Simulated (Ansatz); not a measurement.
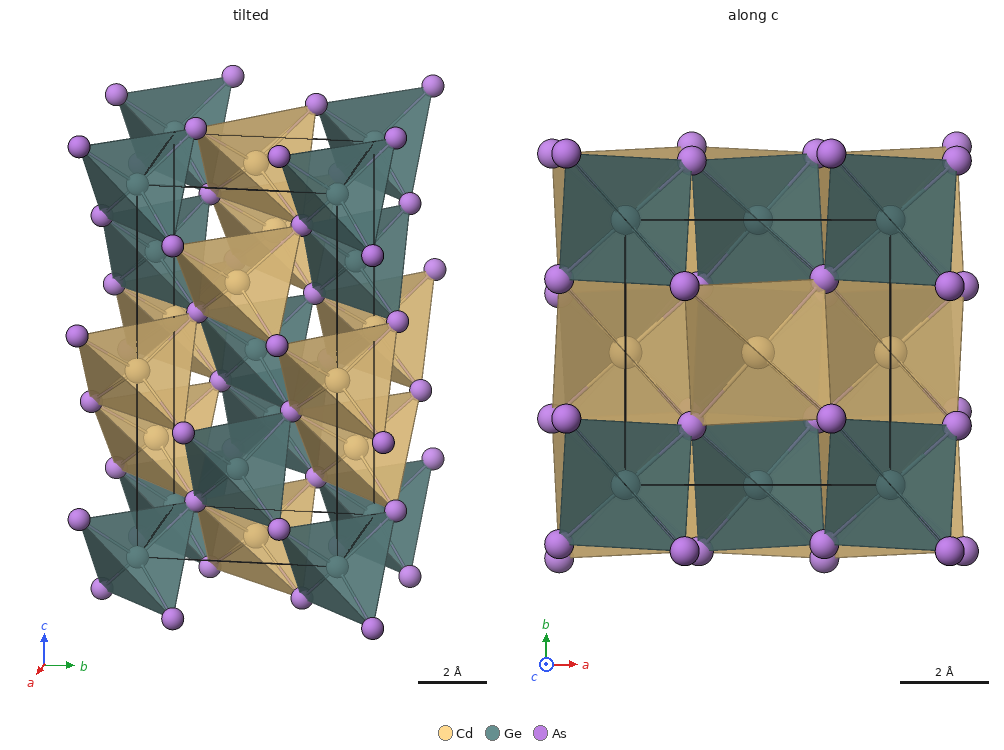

Shown here is a polyhedral view of the crystal, taken slightly off an axis and along the c axis. The conventional unit cell is outlined; an atom on or near a face, edge or corner is repeated at each equivalent position. A few atoms beyond the faces are included.

CdGeAs2, chalcopyrite, space group I-42d (No. 122), a = 6.048 Å, b = 6.048 Å, c = 11.484 Å, α = 90.00°, β = 90.00°, γ = 90.00°. The structure comes from a structure listed in the Materials Project. Earlier steps of the study may have refined or changed the cell and positions. A calculation with Ansatz used it as input.

This one geometry was computed with Ansatz (DFT, plane waves, PAW) at three levels of theory: r2SCAN, PBE and LDA.

Which level gives the highest pressure at this volume, and what does that say about its equilibrium volume?

Answer. Highest: PBE (0.0 GPa), which points to the largest equilibrium volume. Lowest, with the smallest volume: LDA (-4.4 GPa). Levels within 0.5 GPa of each other can't be told apart.

How does the band gap change with the level of theory?

Answer. r2SCAN: a gap of 0.02 eV, indirect; PBE: a gap of 0.02 eV, direct; LDA: a gap of 0.03 eV, direct.

Collect the results in a table.

Answer.
| level | cutoff (eV) | k-mesh of the run's cell | gap (eV) | pressure (GPa) |
| --- | --- | --- | --- | --- |
| r2SCAN | 500 | 8×8×8 | 0.02 | -2.2 |
| PBE | 420 | 8×8×8 | 0.02 | 0.0 |
| LDA | 420 | 8×8×8 | 0.03 | -4.4 |

Gaps are taken on the k-mesh or band path of each run.
